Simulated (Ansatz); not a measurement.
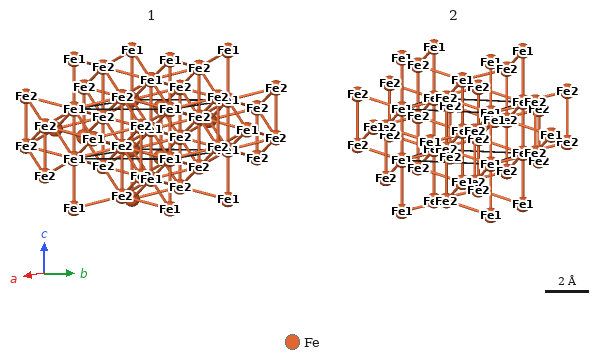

Two geometries of crystalline Fe (a generated structure, set up in I4_1/amd), drawn at one scale. One is the start of a relaxation, the other its converged end. The picture is a ball-and-stick view of the conventional cell (2 times the calculation's cell), seen slightly off an axis. Lengths and directions refer to the drawn axes.

These are results of Ansatz, DFT, PBEsol, plane waves (420 eV) with PAW, scalar-relativistic, not measurements. Settings: plane-wave cutoff 420 eV; k-point mesh 14 × 14 × 10; occupations fermi dirac; smearing width 0.05 eV; collinear spin; cell and atoms relaxed; force threshold 0.01 eV/Å; at most 60 steps.

Which of the two is the end point?

Structure 1 is the relaxed one. Phase: beta-Sn type. No atom moves by more than 0.005 Å relative to the cell. Cell: a = b 4.491 → 4.567 Å (+1.7 %), c 2.452 → 2.379 Å (−3.0 %), γ 90.0° → 124.7°. Volume −17.5 %. Near-neighbour distances that change, for instance: Fe1–Fe1 3.404 → 2.434 Å, Fe1–Fe1 (another image) 2.452 → 2.379 Å, Fe1–Fe2 2.328 → 2.359 Å. New bonds form: Fe1–Fe1 (3.40 → 2.43 Å), Fe2–Fe2 (3.40 → 2.43 Å). Bond angles that change, for instance: Fe2–Fe1–Fe2 94.0° → 126.6°, Fe2–Fe1–Fe2 94.0° → 61.9°. The space group (tolerance 0.01 Å) goes from I4_1/amd (No. 141) to C2/c (No. 15). The energy falls by 548 meV per atom in 20 accepted moves (24 points after the start). Largest force component: 0.0023 eV/Å at the start, under 0.0001 eV/Å at the end. Pressure: −11.79 GPa at the start and 0.00 GPa at the end. The line search rejected the trial step at point 12 of the run. At 3 points the geometry stayed and the basis and grid were re-selected for the new cell (energy shift of 56.0 meV per atom at most each time). The program noted that a PAW file was made for another functional than the run's.
